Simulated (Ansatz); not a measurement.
```
CELL_PARAMETERS angstrom
4.07350 0.00000 0.00000
0.00000 4.07350 0.00000
0.00000 0.00000 4.07350
ATOMIC_POSITIONS crystal
Li 0.00000 0.00000 0.00000
Li 0.50000 0.50000 0.00000
Li 0.50000 0.00000 0.50000
Li 0.00000 0.50000 0.50000
H 0.50000 0.00000 0.00000
H 0.00000 0.50000 0.00000
H 0.00000 0.00000 0.50000
H 0.50000 0.50000 0.50000
```

Space group Fm-3m.

Theory: DFT PBE, scalar-relativistic, plane waves, PAW in Ansatz.

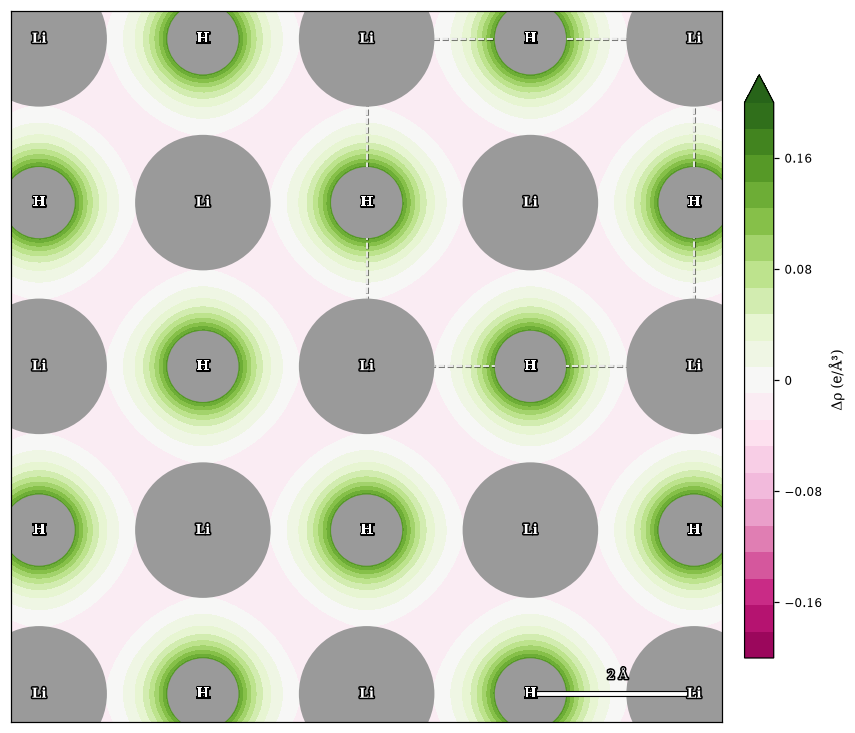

LiH. Deformation density (self-consistent density less superposed neutral spherical atoms): a map on the (100) plane of the conventional cell, with grey discs over the atomic cores. Cores are masked to 0.8 Å (Li) and 0.4 Å (H).

Core electrons are frozen (PAW), so the fields are smoothed inside the atomic spheres.

**Where does charge go when the atoms form this crystal?**

H–Li (2.04 Å): Δρ is +0.006 e/Å³ at the midpoint (close to a masked core, so read it with care).
- Li–Li (2.88 Å): Δρ is −0.02 e/Å³ at the midpoint.
- Over the whole cell, outside the masked cores, the largest gain lies at the edge of the masked core of H, and the largest loss, 0.03 e/Å³, lies 1.8 Å from a lithium nucleus and 1.8 Å from a hydrogen one.
- In all about 0.12 e an atom is rearranged against the free atoms.
- Bader charges: Li +0.86 and H −0.86 e.
